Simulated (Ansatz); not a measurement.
Tc$_{12}$H (cell with a defect)

Input

```
crystal:
  lattice:
    - [5.48, 0.0, 0.0]
    - [-4.11, 7.118729, 0.0]
    - [0.0, 0.0, 4.39496]
  atoms:
    - { symbol: Tc, position: [0.0, 0.0, 0.0] }
    - { symbol: Tc, position: [0.1666667, 0.2222222, 0.5] }
    - { symbol: Tc, position: [0.0, 0.3333333, 0.0] }
    - { symbol: Tc, position: [0.1666667, 0.5555556, 0.5] }
    - { symbol: Tc, position: [0.0, 0.6666667, 0.0] }
    - { symbol: Tc, position: [0.1666667, 0.8888889, 0.5] }
    - { symbol: Tc, position: [0.5, 0.0, 0.0] }
    - { symbol: Tc, position: [0.6666667, 0.2222222, 0.5] }
    - { symbol: Tc, position: [0.5, 0.3333333, 0.0] }
    - { symbol: Tc, position: [0.6666667, 0.5555556, 0.5] }
    - { symbol: Tc, position: [0.5, 0.6666667, 0.0] }
    - { symbol: Tc, position: [0.6666667, 0.8888889, 0.5] }
    - { symbol: H, position: [0.325769, 0.110431, 0.745674] }
basis:
  ecutwfc: 600.0
kpoints:
  mp_grid: { grid: [4, 3, 4] }
hamiltonian:
  xc: pbe
scf:
  occupations: { method: gaussian, width: 0.15 }
  lower_state_search: "off"
relax:
  f_tol: 0.03
  max_steps: 60
  adjacent_minimum: "off"
output:
  write_density: true
  write_potential: true
  elf: true
  volumetric_format: npy
```

Launched as:

```sh
ansatz run input.yaml --threads 4 --pin off --max-ram 10240MiB --backend cpu --events-out ev --progress --plain --runs-dir out
```

The fields are those of the relaxed geometry.

Computed without spin polarisation.

These are results of Ansatz, DFT PBE, scalar-relativistic, plane waves, PAW, not measurements.

The density is the valence pseudo-density of a PAW calculation; it isn't the true density close to the nuclei.

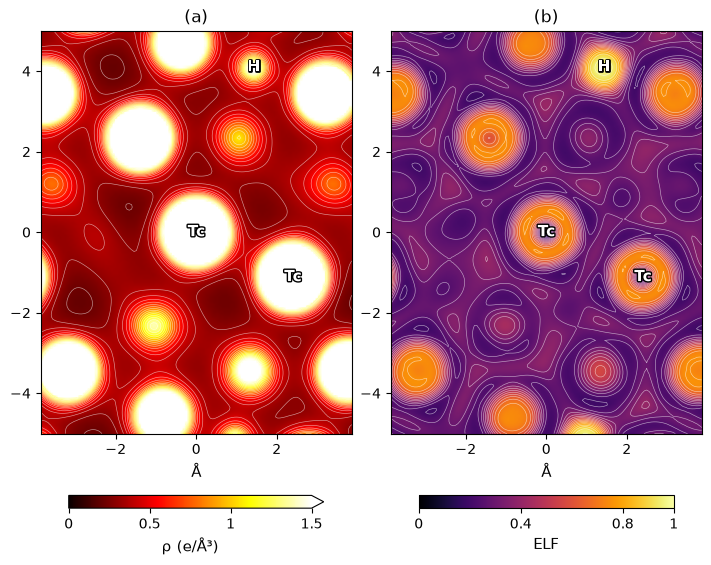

Figure 1. (a) valence pseudo-density; (b) electron localisation function on the (111) plane of the calculation cell.

Q: Interpret the plot.

A:
- The plane passes through Tc and H nuclei.
- Atoms just off the plane (Tc, 0.3 Å away) can leave unmarked features too.
- Tc–Tc (2.65 Å): the density is about 0.45 e/Å³ at the midpoint; the ELF is about 0.35 at the midpoint.
- Between the atoms the lowest density in this plane is 0.21 e/Å³.
- The features right at Tc lie inside the PAW spheres, where the map follows smoothed inner orbitals and isn't to be read closely.

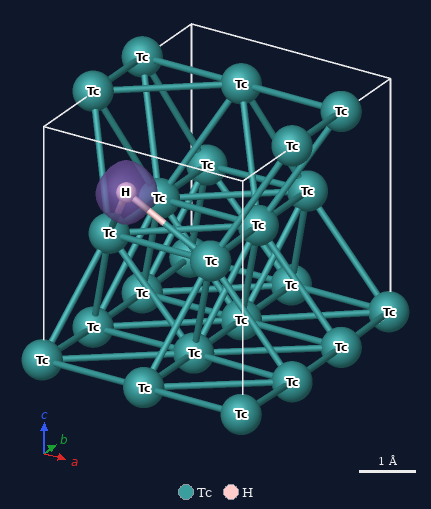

Figure 2. Isosurface of the ELF at 0.6 (purple), seen slightly off an axis. Core shells and regions of very low density are left out. Sticks mark near contacts.

Q: Where are the electrons localised?

A: At this value the surface marks out one region around a hydrogen nucleus, counted in one cell of 13 atoms. Regions shared between cells count once. Profiles from the grid: Tc–H (1.97 Å): the ELF climbs to about 0.95 towards the hydrogen. Tc–Tc (2.63 Å): the ELF is about 0.35 at the midpoint.

Q: Does the calculation make it a metal, or give it a gap?

A: It is gapless in this calculation (a metal or semimetal).
